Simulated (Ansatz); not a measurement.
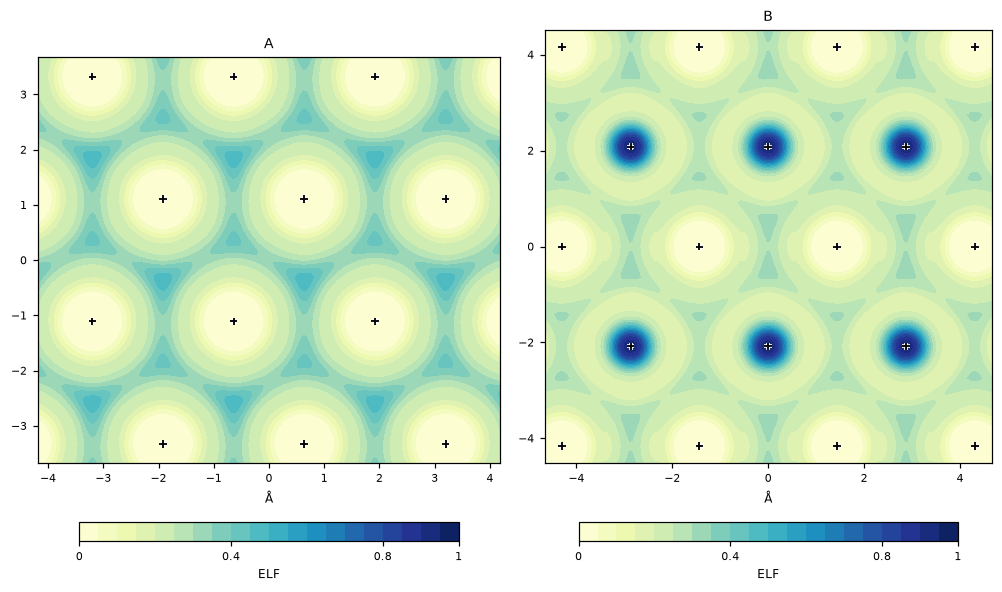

The ELF of 2 systems, each on a plane through atoms (crosses mark nuclei in the plane).

Method: Ansatz, DFT PBE, scalar-relativistic, plane waves, PAW.

System 1: ZnCu, the (101̄) plane of the conventional cell. Space group P4/mmm; changed on purpose from its base cell (strain -0.025 along x and y, +0.025 along z, atoms carried along); computed pressure about 6 GPa in this cell; computed without spin polarisation.

```
Zn Cu
1.0
     2.87138    0.00000    0.00000
     0.00000    2.87138    0.00000
     0.00000    0.00000    3.01863
Zn Cu
1 1
Direct
  0.50000 0.50000 0.50000
  0.00000 0.00000 0.00000
```

System 2: Zn, the (001) plane of the conventional cell. Space group P6₃/mmc; changed on purpose from its base cell (strain -0.040 along x and y, +0.040 along z, atoms carried along); computed pressure about 6 GPa in this cell.

```
Zn
1.0
     2.55821    0.00000    0.00000
    -1.27910    2.21547    0.00000
     0.00000    0.00000    5.14457
Zn
2
Direct
  0.33333 0.66667 0.25000
  0.66667 0.33333 0.75000
```

**Which map belongs to which system?**

Panel A is system 2, Zn: the plane holds Zn. Zn–Zn (2.56 Å): the ELF is about 0.35 at the midpoint. Panel B is system 1, ZnCu: the plane holds Zn and Cu. Zn–Cu (2.53 Å): the ELF is about 0.25 at the midpoint: no shared electron pair shows on this line.
